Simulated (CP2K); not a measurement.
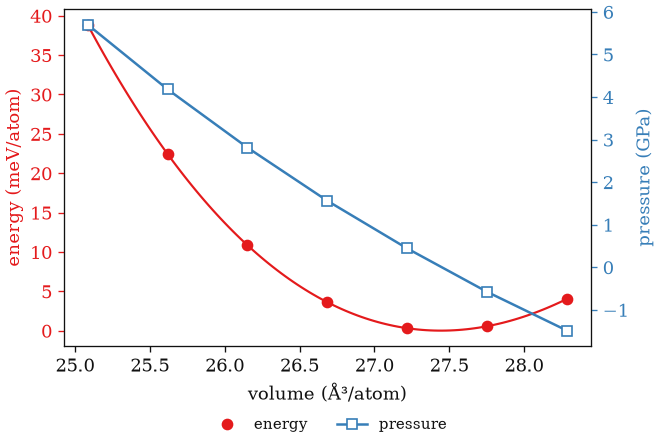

The figure shows the energy and pressure against volume for PbS, space group R3m (No. 160).

Starting cell:
```cif
data_structure
_symmetry_space_group_name_H-M 'P 1'
_symmetry_Int_Tables_number 1
_cell_length_a 4.2269
_cell_length_b 4.2269
_cell_length_c 4.2269
_cell_angle_alpha 59.975
_cell_angle_beta 59.975
_cell_angle_gamma 59.975
_cell_volume 53.37
loop_
_atom_site_label
_atom_site_type_symbol
_atom_site_fract_x
_atom_site_fract_y
_atom_site_fract_z
_atom_site_occupancy
Pb1 Pb 0.98057 0.98057 0.98057 1
S1 S 0.47504 0.47504 0.47504 1
```

How it was computed, with CP2K 2026.2: DFT in Gaussian orbitals with a plane-wave density, no spin polarisation; energies at scaled volumes of the given cell, shape and fractions fixed, counted from the fit's minimum, third-order Birch-Murnaghan fit. Level: PBE.

- k mesh: 8×8×8
- occupations: Fermi–Dirac
- smearing width: 0.05 eV
- potentials: GTH PBE with UZH TZVP basis
- density cutoff: 6123 eV
- program settings: ngrids 4, basis sets Pb TZVP-MOLOPT-PBE-GTH-q4, basis sets S TZVP-MOLOPT-PBE-GTH-q6, cutoff ry 450 Ry, rel cutoff ry 60 Ry

> Give the fitted equation-of-state parameters.

A third-order Birch–Murnaghan fit gives V0 = 27.44 Å³/atom, B0 = 52.6 GPa and B′ = 4.2.

> How does the pressure vary with volume?

It falls from 5.70 GPa at volume 25.08 Å³/atom to −1.49 GPa at 28.29 Å³/atom, and changes sign near 27.45 Å³/atom.

Keep in mind: spin-orbit coupling left out, heavy elements; shape and atomic fractions are frozen while scaling, which makes layered, chain and framework solids too stiff.

The computed values:

```tsv
volume (Å³/atom)	energy (meV/atom)	pressure (GPa)
25.08	38.87	5.70
25.62	22.45	4.18
26.15	10.85	2.81
26.69	3.61	1.56
27.22	0.31	0.44
27.75	0.57	-0.58
28.29	4.03	-1.49
```
